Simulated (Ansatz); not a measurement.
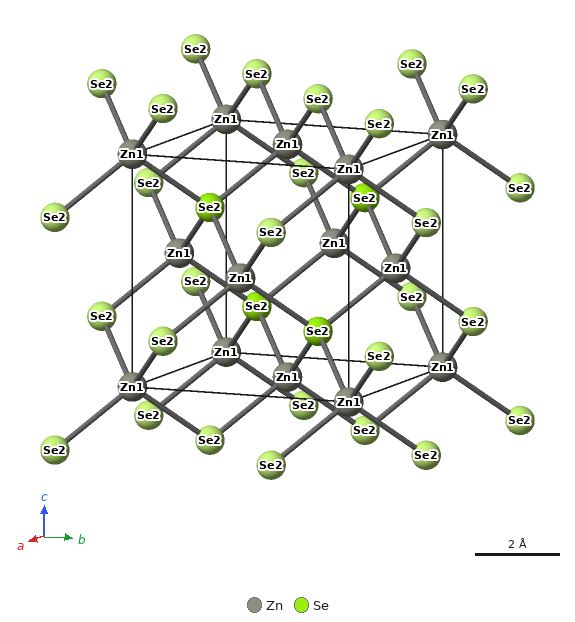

Fig. 1: The input geometry (ball-and-stick view of the cell 4 times as large as that of the calculation, set on its symmetry axes, seen slightly off an axis; neighbours outside the cell are drawn fainter; atoms are numbered from 1 in the order of the input). An atom can appear more than once, as a periodic image. Near neighbours in the periodic cell (some may lie outside the picture): Zn has 4 Se at 2.45 Å; Se has 4 Zn at 2.45 Å.

# Geometry relaxation, with input and output: ZnSe

- system: ZnSe (2 atoms in the cell)
- method: DFT PBE, scalar-relativistic, plane waves, PAW, no spin polarisation (Ansatz 0.2.0)

The structure derives from a Materials Project entry. Figures and captions count atoms from 1; the log counts them from 0 in places.

## Log
```
Engine: ansatz 0.2.0, x86_64-unknown-linux-gnu
Pseudopotentials: kind: paw
Pseudopotential: Zn, paw, valence charge 12, recommended cutoff 420 eV (normal), Zn.paw.azcp
Pseudopotential: Se, paw, valence charge 16, recommended cutoff 420 eV (normal), Se.paw.azcp
Functional definition: PBE
  parameter kappa = 0.804
  parameter beta = 0.06672455060314922
  exchange = pbe_x(kappa = kappa, mu = beta*pi^2/3)
  correlation = pbe_c(beta = beta)
Crystal: 2 atoms, lattice volume = 45.448 Å³
Basis set: ecut = 420 eV, 893 PW (Γ), exchange–correlation on 54×54×54 points (8 copies of the dense FFT grid, shifted against one another)
Bands: 18, of which v1, the nominal top of the filled ones, is band 14 counted from 1 (13 counted from 0)
Symmetry: 24 space group operations
Space group: F-43m (ITA 216), of the structure as read, at distance tolerance 3.6e-5 Å
k-points: 29 of 512 (time reversal used)
Non-local potential: Zn, projectors of the file, l = 0: 2, l = 1: 2, l = 2: 3, l = 3: 1
Non-local potential: Se, projectors of the file, l = 0: 2, l = 1: 2, l = 2: 3, l = 3: 1
PAW form: soft (Blöchl's): semilocal exchange-correlation on the pseudo side does not see the compensation charge
PAW one-centre angular grid: Zn, 590 points (default); XC on 64 Gauss nodes
PAW one-centre angular grid: Se, 590 points (default); XC on 64 Gauss nodes
Initial density: superposition of atomic densities (neutral atoms: chi_scale 0, normalization atom), corrected by the library's trained network
Initial wavefunctions: pseudopotential atomic-orbital guess
Functional: x = pbe(κ = 0.804, μ = 0.2195149727645171), c = pbe(β = 0.06672455060314922)
SCF iter   1: F=—  HF=-8789.525557 eV  |F-HF|=—  |Δ(HF+E_count)|=         —  Δρ=7.89e-4  dr2=4.19e-4  ethr=1.77e-3  ⟨swp⟩=6.0  Hψ=2677  notcnv=0
preconditioner: auto → none  [insulator: Δε(μ)=1.286 eV  Ē_g=11.926 eV  σ=0.020 eV  W_gap=1.00  n_scr=14 (ndim 8)  ℏωp=23.4 eV  f_vac=0.121  D(μ)=0.00/eV (n_scr^D=0)  ε∞_Penn≈4.8]
SCF iter   2: F=—  HF=-8789.525353 eV  |F-HF|=—  |Δ(HF+E_count)|=   2.04e-4  Δρ=3.93e-4  dr2=3.69e-5  ethr=1.50e-6  ⟨swp⟩=2.1  Hψ=1255  notcnv=0
SCF iter   3: F=—  HF=-8789.525370 eV  |F-HF|=—  |Δ(HF+E_count)|=   1.68e-5  Δρ=1.69e-4  dr2=7.09e-6  ethr=1.32e-7  ⟨swp⟩=2.0  Hψ=826  notcnv=0
SCF iter   4: F=—  HF=-8789.525371 eV  |F-HF|=—  |Δ(HF+E_count)|=   1.48e-6  Δρ=7.65e-5  dr2=9.93e-7  ethr=2.53e-8  ⟨swp⟩=2.0  Hψ=754  notcnv=0
SCF iter   5: F=—  HF=-8789.525375 eV  |F-HF|=—  |Δ(HF+E_count)|=   3.57e-6  Δρ=1.67e-5  dr2=1.95e-7  ethr=3.55e-9  ⟨swp⟩=2.0  Hψ=928  notcnv=0
SCF iter   6: F=-8789.525375 eV  HF=-8789.525375 eV  |F-HF|=6.55e-9  |Δ(HF+E_count)|=   1.39e-8  Δρ=3.95e-6  dr2=5.95e-9  ethr=3.57e-10  ⟨swp⟩=9.0  Hψ=4081  notcnv=0
SCF 1 converged in 6 iterations: F = -8789.525375 eV  dr2 = 5.95e-9
  greatest PAW one-centre occupation: 1.000 electrons in one spin orbital (limit 2), on the Se atom at site 1 (counted from 0), in its partial waves of l = 2
relax step   1: F+E_penalty+E_count = -8789.52537487 eV  Δ(F+E_penalty+E_count) = +0.000e0 eV  max|allowed force component| = 1.249e-16 eV/Å  Δτ_max = 0.0000 Å  P = +2.199 GPa  Ω = 45.448 Å³  (6 SCF iters, dr2 threshold 1.00e-7 eV, accepted)
Crystal: 2 atoms, lattice volume = 46.654 Å³
Basis set: ecut = 420 eV, 941 PW (Γ), exchange–correlation on 54×54×54 points (8 copies of the dense FFT grid, shifted against one another)
Initial density: handed on by an earlier stage of this run
Initial wavefunctions: those handed on with the density
iter 1 solved again at ethr=1.36e-6 eV; its pass at ethr=3.10e-3 eV (dr2=3.80e-4 eV) is discarded
SCF iter   1: F=—  HF=-8789.535245 eV  |F-HF|=—  |Δ(HF+E_count)|=         —  Δρ=8.24e-4  dr2=3.95e-4  ethr=1.36e-6  ⟨swp⟩=2.1  Hψ=3270  notcnv=0
preconditioner: auto → none  [insulator: Δε(μ)=1.196 eV  Ē_g=11.782 eV  σ=0.020 eV  W_gap=1.00  n_scr=14 (ndim 8)  ℏωp=23.1 eV  f_vac=0.127  D(μ)=0.00/eV (n_scr^D=0)  ε∞_Penn≈4.8]
SCF iter   2: F=—  HF=-8789.535199 eV  |F-HF|=—  |Δ(HF+E_count)|=   4.57e-5  Δρ=5.58e-4  dr2=8.61e-5  ethr=1.36e-6  ⟨swp⟩=2.0  Hψ=803  notcnv=0
SCF iter   3: F=—  HF=-8789.535203 eV  |F-HF|=—  |Δ(HF+E_count)|=   4.19e-6  Δρ=1.97e-4  dr2=2.01e-5  ethr=3.08e-7  ⟨swp⟩=2.0  Hψ=754  notcnv=0
SCF iter   4: F=—  HF=-8789.535198 eV  |F-HF|=—  |Δ(HF+E_count)|=   5.44e-6  Δρ=7.38e-5  dr2=1.32e-6  ethr=7.17e-8  ⟨swp⟩=2.0  Hψ=759  notcnv=0
SCF iter   5: F=-8789.535198 eV  HF=-8789.535198 eV  |F-HF|=1.60e-8  |Δ(HF+E_count)|=   2.17e-7  Δρ=1.07e-5  dr2=6.35e-8  ethr=7.14e-10  ⟨swp⟩=10.0  Hψ=4480  notcnv=0
SCF 2 converged in 5 iterations: F = -8789.535198 eV  dr2 = 6.35e-8
relax step   2: F+E_penalty+E_count = -8789.53519794 eV  Δ(F+E_penalty+E_count) = -9.823e-3 eV  max|allowed force component| = 6.939e-17 eV/Å  Δτ_max = 0.0000 Å  P = +0.555 GPa  Ω = 46.654 Å³  energy of the carried Pulay correction = -4.026e-4 eV  (5 SCF iters, dr2 threshold 2.00e-7 eV, accepted)
Crystal: 2 atoms, lattice volume = 47.077 Å³
iter 1 solved again at ethr=2.06e-7 eV; its pass at ethr=3.10e-3 eV (dr2=5.78e-5 eV) is discarded
SCF iter   1: F=—  HF=-8789.535840 eV  |F-HF|=—  |Δ(HF+E_count)|=         —  Δρ=2.76e-4  dr2=4.63e-5  ethr=2.06e-7  ⟨swp⟩=2.3  Hψ=3172  notcnv=0
preconditioner: auto → none  [insulator: Δε(μ)=1.157 eV  Ē_g=11.746 eV  σ=0.020 eV  W_gap=1.00  n_scr=14 (ndim 8)  ℏωp=23.0 eV  f_vac=0.127  D(μ)=0.00/eV (n_scr^D=0)  ε∞_Penn≈4.8]
SCF iter   2: F=—  HF=-8789.535829 eV  |F-HF|=—  |Δ(HF+E_count)|=   1.10e-5  Δρ=1.96e-4  dr2=1.05e-5  ethr=1.65e-7  ⟨swp⟩=2.0  Hψ=745  notcnv=0
SCF iter   3: F=—  HF=-8789.535830 eV  |F-HF|=—  |Δ(HF+E_count)|=   9.47e-7  Δρ=6.47e-5  dr2=2.28e-6  ethr=3.74e-8  ⟨swp⟩=2.0  Hψ=754  notcnv=0
SCF iter   4: F=-8789.535830 eV  HF=-8789.535830 eV  |F-HF|=3.55e-8  |Δ(HF+E_count)|=   3.62e-7  Δρ=2.46e-5  dr2=1.47e-7  ethr=7.14e-10  ⟨swp⟩=6.6  Hψ=3522  notcnv=0
SCF 3 converged in 4 iterations: F = -8789.535830 eV  dr2 = 1.47e-7
relax step   3: F+E_penalty+E_count = -8789.53582994 eV  Δ(F+E_penalty+E_count) = -6.320e-4 eV  max|allowed force component| = 6.476e-17 eV/Å  Δτ_max = 0.0000 Å  P = +0.034 GPa  Ω = 47.077 Å³  energy of the carried Pulay correction = -5.410e-4 eV  (4 SCF iters, dr2 threshold 2.00e-7 eV, accepted)
Basis set: ecut = 420 eV, 941 PW (Γ), exchange–correlation on 60×60×60 points (8 copies of the dense FFT grid, shifted against one another)
Initial wavefunctions: pseudopotential atomic-orbital guess (no wavefunctions were taken with the density)
iter 1 solved again at ethr=1.15e-7 eV; its pass at ethr=3.10e-3 eV (dr2=3.23e-5 eV) is discarded
SCF iter   1: F=—  HF=-8789.528136 eV  |F-HF|=—  |Δ(HF+E_count)|=         —  Δρ=7.56e-4  dr2=1.11e-5  ethr=1.15e-7  ⟨swp⟩=2.8  Hψ=3821  notcnv=0
preconditioner: auto → none  [insulator: Δε(μ)=1.160 eV  Ē_g=11.755 eV  σ=0.020 eV  W_gap=1.00  n_scr=14 (ndim 8)  ℏωp=23.0 eV  f_vac=0.127  D(μ)=0.00/eV (n_scr^D=0)  ε∞_Penn≈4.8]
SCF iter   2: F=—  HF=-8789.534253 eV  |F-HF|=—  |Δ(HF+E_count)|=   6.12e-3  Δρ=3.77e-4  dr2=2.49e-6  ethr=3.95e-8  ⟨swp⟩=2.0  Hψ=877  notcnv=0
SCF iter   3: F=—  HF=-8789.535967 eV  |F-HF|=—  |Δ(HF+E_count)|=   1.71e-3  Δρ=1.65e-4  dr2=5.70e-7  ethr=8.88e-9  ⟨swp⟩=2.0  Hψ=807  notcnv=0
SCF iter   4: F=—  HF=-8789.536354 eV  |F-HF|=—  |Δ(HF+E_count)|=   3.87e-4  Δρ=2.27e-5  dr2=5.00e-8  ethr=2.04e-9  ⟨swp⟩=2.0  Hψ=781  notcnv=0
SCF iter   5: F=—  HF=-8789.536360 eV  |F-HF|=—  |Δ(HF+E_count)|=   6.40e-6  Δρ=7.27e-6  dr2=1.59e-8  ethr=1.78e-10  ⟨swp⟩=2.3  Hψ=891  notcnv=0
SCF iter   6: F=—  HF=-8789.536360 eV  |F-HF|=—  |Δ(HF+E_count)|=   2.47e-8  Δρ=2.02e-6  dr2=7.77e-10  ethr=5.68e-11  ⟨swp⟩=2.0  Hψ=754  notcnv=0
SCF iter   7: F=—  HF=-8789.536360 eV  |F-HF|=—  |Δ(HF+E_count)|=   2.96e-8  Δρ=3.33e-7  dr2=3.35e-11  ethr=2.77e-12  ⟨swp⟩=2.0  Hψ=780  notcnv=0
SCF iter   8: F=-8789.536360 eV  HF=-8789.536360 eV  |F-HF|=9.09e-12  |Δ(HF+E_count)|=   1.01e-9  Δρ=9.47e-8  dr2=8.26e-12  ethr=1.00e-12  ⟨swp⟩=5.2  Hψ=2211  notcnv=0
SCF 4 converged in 8 iterations: F = -8789.536360 eV  dr2 = 8.26e-12
relax step   4: F+E_penalty+E_count = -8789.53636023 eV  Δ(F+E_penalty+E_count) = -5.303e-4 eV  max|allowed force component| = 5.782e-17 eV/Å  Δτ_max = 0.0000 Å  P = +0.032 GPa  Ω = 47.077 Å³  stress off target by 3.23e-2 GPa  SCF on the basis re-selected at this cell (its energy is not comparable with the rows above)  (8 SCF iters)
```

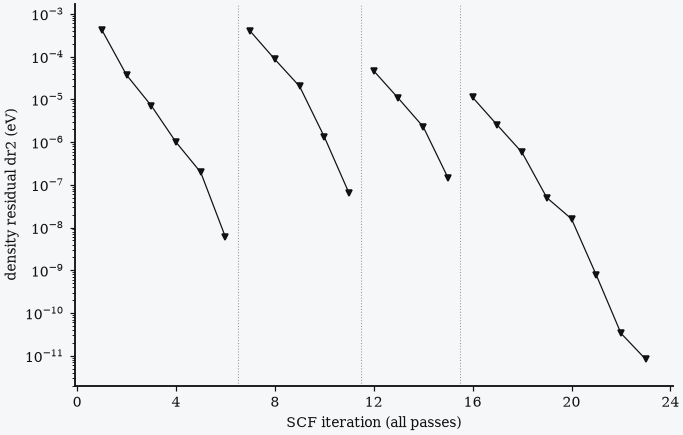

Fig. 2: Convergence of the self-consistent field: density residual dr2 against the SCF iteration. The dotted lines part the SCF passes of the relaxation: geometry steps, rejected trials and re-solves on a re-selected basis. The passes take 6, 5, 4 and 8 iterations.

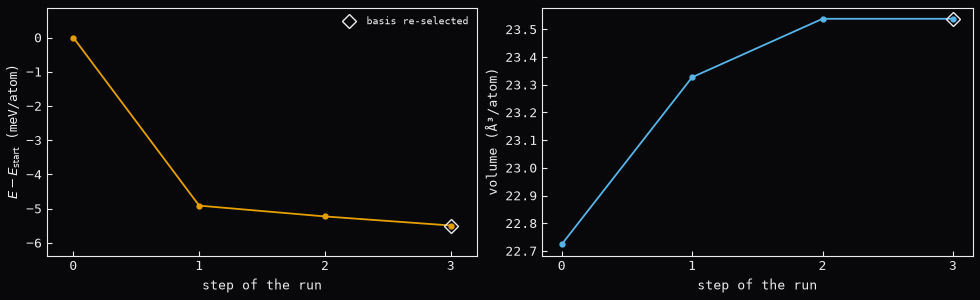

Fig. 3: Progress of the relaxation, step by step (the first geometry is step 0 here and step 1 in the log).

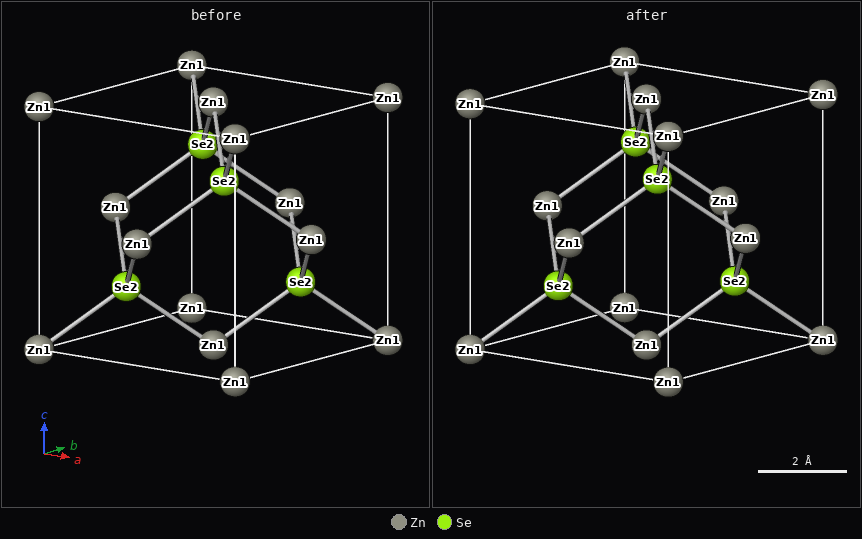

Fig. 4: Before (left) and after (right) the relaxation, at one scale (ball-and-stick view of the cell 4 times as large as that of the calculation, set on its symmetry axes, seen at an oblique angle). No atom moves by more than 0.005 Å relative to the cell. The drawn cell changes as follows: a = b = c 5.665 → 5.732 Å (+1.2 %); the volume changes by +3.6 %. Distances before and after: Zn1–Se2 2.453 → 2.482 Å. The space group stays F-43m (No. 216). Over 2 geometry steps the energy falls by 5.2 meV per atom. All forces vanish by symmetry, so only the cell relaxes. The pressure goes from 2.20 to 0.03 GPa. A last SCF at the same geometry on a re-selected plane-wave basis shifts the energy by −0.3 meV per atom. (Atoms are counted from 1 in the order of the input.)

```
basis re-selected at this cell: Δ(F+E_penalty+E_count) = -5.303e-4 eV, ΔP = -0.001 GPa vs the last step (what re-selecting the basis moved, of the pressure what is left beyond the Pulay correction that the steps carried, after the strain that the cell walked since its last selection, with what the two solves' SCF thresholds leave and, on support functions, any second-order correction that the steps lacked; it is no measure of the basis error at this ecutwfc). The dense FFT grid was sized anew with the basis: this SCF ran on 30×30×30 points, the steps before it on 27×27×27, so part of this shift can come from that change (see relax.cell in the input reference). This SCF's stress stands 3.23e-2 GPa from its target on what of the cell is left free (relax.cell.stress_tol is 5.00e-2 GPa) and its largest allowed force component is 5.78e-17 eV/Å (relax.f_tol is 5.00e-3 eV/Å): within both
SCF converged after 8 iterations
Free energy (F): -8789.536360 eV
Harris-Foulkes:  -8789.536360 eV  (|F-HF|=9.09e-12)
Internal energy: -8789.536360 eV  (E = F + TS)
E sigma→0 (E₀):  -8789.536360 eV
Fermi energy:    6.901388 eV
--- Per-component energies (eV) ---
  E_band       = -391.591470
  E_kinetic    = 249.347898
  E_local      = -4441.493325  (includes V_loc(G=0)·N_el)
  E_nonlocal   = 18.688271
  E_hartree    = 2055.207313
  E_xc         = -241.035452
  E_vxc        = -149.663509  (∫ρ·V_xc dr)
  E_paw        = -3739.765444  (= ΣΔE_a)
  E_vpaw       = -178.884663  (= ΣTr[D̂ρ^β])
  E_aug_tail   = -0.000935  (compensation charges beyond the density's cutoff)
  E_ewald      = -2690.484687
  E_smearing   = -0.000000  (= −TS)
  E_closure    = -0.000000  (closes the sum)
  Σ components = -8789.536360   (vs F -8789.536360, Δ=0.00e0)
--- Forces (eV/Å), atoms counted from 1 ---
  atom   1  Zn    -0.00000000     0.00000000     0.00000000
  atom   2  Se     0.00000000    -0.00000000    -0.00000000
  max |Σ_I F_I| component: 6.94e-17 eV/Å
--- Stress (GPa, compression-positive) ---
        0.032324       0.000000       0.000000
       -0.000000       0.032324       0.000000
       -0.000000       0.000000       0.032324
  P = ⅓ Tr σ = 0.0323 GPa (0.323 kbar)
--- Band table (eV; the first three rows and the last of 29) ---
  k-point 0: bands = ["-40.4589", "-40.4589", "-40.4589", "-40.4550", "-40.4550", "-6.7271", "-0.0995", "-0.0995", "-0.0995", "0.2415", "0.2415", "6.3239", "6.3239", "6.3239", "7.4785", "12.1430", "12.1430", "12.1430"]
  k-point 1: bands = ["-40.4589", "-40.4588", "-40.4588", "-40.4550", "-40.4550", "-6.6329", "-0.0907", "-0.0848", "-0.0848", "0.2403", "0.2403", "5.0283", "6.1814", "6.1814", "8.4732", "12.0592", "12.3854", "12.3854"]
  k-point 2: bands = ["-40.4588", "-40.4588", "-40.4588", "-40.4550", "-40.4550", "-6.3893", "-0.0526", "-0.0526", "-0.0324", "0.2417", "0.2417", "3.3646", "5.8752", "5.8752", "8.9829", "12.7531", "12.7531", "12.7942"]
  k-point 28: bands = ["-40.4588", "-40.4588", "-40.4586", "-40.4550", "-40.4549", "-5.7421", "0.0155", "0.0905", "0.2138", "0.2155", "0.5153", "1.8032", "3.6996", "3.8172", "11.7196", "11.8073", "13.2178", "14.0402"]
--- Relaxed structure (3 steps of the walk, 3 accepted, 1 SCFs on fresh bases) ---
  F+E_penalty+E_count = -8789.53636023 eV   max|allowed force component| = 5.782e-17 eV/Å   (the final SCF, on the basis selected at the relaxed cell)
  cell:  # Å, volume = 47.0765 Å³
    - [1.146458707401508e-33, 2.8658805876762825, 2.8658805876762825]
    - [2.8658805876762825, 7.235428286711737e-33, 2.8658805876762825]
    - [2.8658805876762825, 2.8658805876762825, 5.73229353700754e-33]
  atoms:
    - { symbol: Zn, position: [6.5233063472485236e-34, -6.86328322528102e-34, -6.50914064399717e-34] }
    - { symbol: Se, position: [0.75, 0.75, 0.75] }
```

## Trajectory as extended XYZ (Å, eV, eV/Å), 4 frames, from step=1 to step=4
```
2
Lattice="0.0000 2.8324 2.8324 2.8324 0.0000 2.8324 2.8324 2.8324 0.0000" Properties=species:S:1:pos:R:3:forces:R:3 step=1 energy=-8789.52537 pressure_GPa=2.20
Zn    0.0000    0.0000    0.0000    0.0000   0.0000   0.0000
Se    4.2487    4.2487    4.2487    0.0000   0.0000   0.0000
2
Lattice="0.0000 2.8573 2.8573 2.8573 0.0000 2.8573 2.8573 2.8573 0.0000" Properties=species:S:1:pos:R:3:forces:R:3 step=2 energy=-8789.53520 pressure_GPa=0.56
Zn    0.0000    0.0000    0.0000    0.0000   0.0000   0.0000
Se    4.2859    4.2859    4.2859    0.0000   0.0000   0.0000
2
Lattice="0.0000 2.8659 2.8659 2.8659 0.0000 2.8659 2.8659 2.8659 0.0000" Properties=species:S:1:pos:R:3:forces:R:3 step=3 energy=-8789.53583 pressure_GPa=0.03
Zn    0.0000    0.0000    0.0000    0.0000   0.0000   0.0000
Se    4.2988    4.2988    4.2988    0.0000   0.0000   0.0000
2
Lattice="0.0000 2.8659 2.8659 2.8659 0.0000 2.8659 2.8659 2.8659 0.0000" Properties=species:S:1:pos:R:3:forces:R:3 step=4 energy=-8789.53636 pressure_GPa=0.03
Zn    0.0000    0.0000    0.0000    0.0000   0.0000   0.0000
Se    4.2988    4.2988    4.2988    0.0000   0.0000   0.0000
```

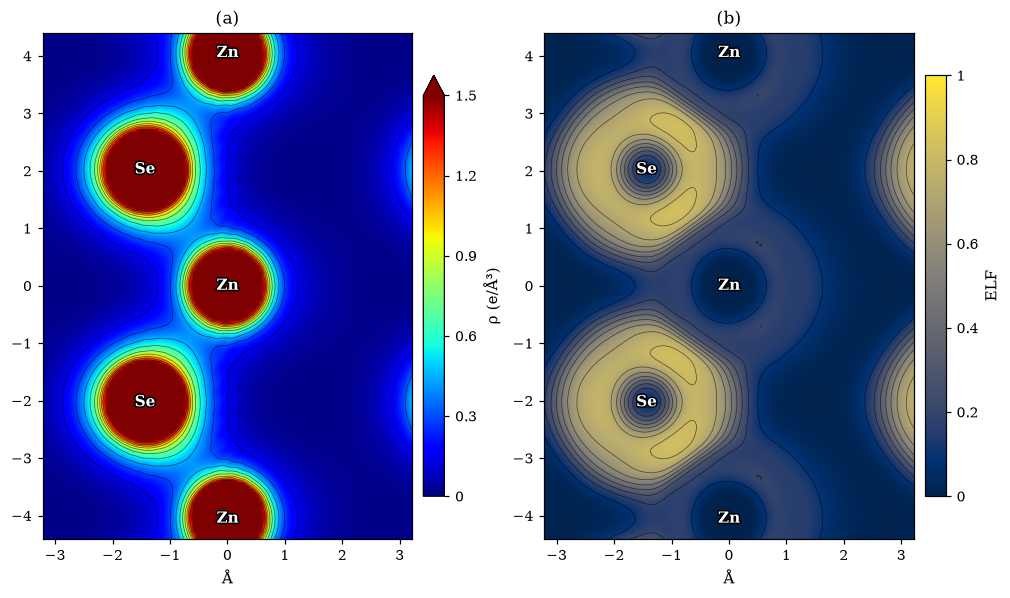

Fig. 5: (a) valence charge density (pseudo); (b) electron localisation function on the (110) plane of the conventional cell. Zn–Se (2.48 Å): ρ at the midpoint is about 0.44 e/Å³; the ELF is about 0.60 at the midpoint. Away from the nuclei the density in this plane falls to 0.01 e/Å³ at its lowest. The fields are those of the smooth PAW valence density.

The run was set up as follows.

## The input
```yaml
crystal:
  lattice:
    - [0.0, 2.8324425407, 2.8324425407]
    - [2.8324425407, 0.0, 2.8324425407]
    - [2.8324425407, 2.8324425407, 0.0]
  atoms:
    - { symbol: Zn, position: [0.0, 0.0, 0.0] }
    - { symbol: Se, position: [0.75, 0.75, 0.75] }
basis:
  ecutwfc: 420
kpoints:
  mp_grid: { grid: [8, 8, 8] }
hamiltonian:
  xc: pbe
scf:
  occupations: { method: gaussian, width: 0.02 }
output:
  forces: true
  stress: true
  eigenvalues: true
  write_density: true
  write_potential: true
  elf: true
  volumetric_format: npy
relax:
  adjacent_minimum: "off"
  f_tol: 0.005
  max_steps: 80
  cell: { stress_tol: 0.05 }
```

Run as:
```bash
ansatz run input.yaml --threads 4 --pin off --max-ram 10240MiB --backend cpu --events-out ev --progress --plain --runs-dir out
```

## Results in brief

- outcome: converged
- space group (tolerance 0.01 Å): F-43m (216)
- electrons treated: 28
- free energy: −8789.5364 eV
- Fermi energy: 6.901 eV
- gap on the k-point mesh: 1.15 eV
- pressure: 0.03 GPa
- final volume: 47.08 Å³
- largest force (length of the vector) at the end: under 0.001 eV/Å
- final cell: a = 4.053 Å, b = 4.053 Å, c = 4.053 Å, α = 60.00°, β = 60.00°, γ = 60.00°
- hardware: 4 threads of Intel Xeon @ 2.50GHz (Skylake/Cascade Lake), 189 GiB of memory available, shared host
- wall time: 9.4 s (CPU time 31 s)
- peak memory: 0.41 GiB
